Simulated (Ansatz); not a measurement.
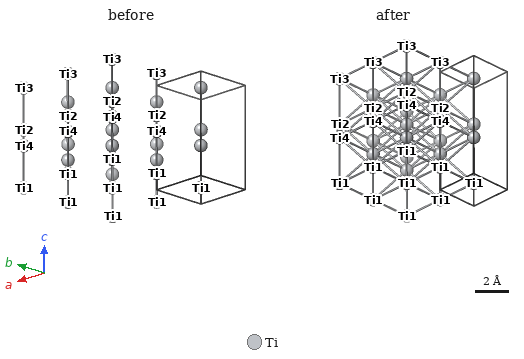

The structure of crystalline Ti (built on the iodine_64 type) (coarse preliminary run) before (left) and after (right) a relaxation, at one scale.

A ball-and-stick model of the cell of the calculation, repeated 3 × 3 × 1 with one cell outlined, seen from a free direction.

Case: iodine type (Cmce, No. 64).

Method: DFT r2SCAN, scalar-relativistic, plane waves, PAW in Ansatz 0.2.0.

Input file:
```yaml
crystal:
  lattice:
    - [2.7162839363, -1.795255889, 0.0]
    - [2.7162839363, 1.795255889, 0.0]
    - [0.0, 0.0, 7.323296181]
  atoms:
    - { symbol: Ti, position: [0.85, 0.15, 0.117] }
    - { symbol: Ti, position: [0.65, 0.35, 0.617] }
    - { symbol: Ti, position: [0.15, 0.85, 0.883] }
    - { symbol: Ti, position: [0.35, 0.65, 0.383] }
basis:
  ecutwfc: 500
kpoints:
  mp_grid: { grid: [6, 6, 4] }
hamiltonian:
  xc: r2scan
scf:
  occupations: { method: gaussian, width: 0.1 }
  lower_state_search: "off"
output:
  forces: true
  stress: true
  eigenvalues: true
relax:
  adjacent_minimum: "off"
  f_tol: 0.04
  max_steps: 70
  cell: { stress_tol: 0.4 }
```

### What changed between the two?

The largest moves relative to the cell, 0.41 Å, are those of Ti1, Ti2, Ti3 and Ti4. Ti3 goes roughly along [1 −1 0]. The drawn cell changes as follows: a = b 3.256 → 2.902 Å (−10.9 %), c 7.323 → 8.273 Å (+13.0 %), γ 66.9° → 89.8°; the volume changes by −2.5 %. Some distances before and after: Ti1–Ti3 2.024 → 2.910 Å, Ti1–Ti4 3.343 → 2.917 Å, Ti1–Ti3 (another image) 3.291 → 2.916 Å, Ti1–Ti1 3.256 → 2.902 Å. Among the angles between lasting bonds that change: Ti3–Ti1–Ti4 105.2° → 90.6°, Ti3–Ti1–Ti4 167.0° → 180.0°, Ti3–Ti1–Ti4 169.5° → 180.0°. The space group (tolerance 0.01 Å) goes from Cmce (No. 64) to Fmmm (No. 69). The energy falls by 523 meV per atom in 7 accepted moves (9 points after the start). The largest force component goes from 1.7 to 0.00019 eV/Å. The pressure goes from −1.98 to −0.27 GPa. The line search rejected the trial step at point 6 of the run. The SCF was repeated once at an unchanged geometry on a basis and grid sized afresh for the cell, which shifted the energy by 0.6 meV per atom at most. The run took roughly 90 core-seconds on a shared host.
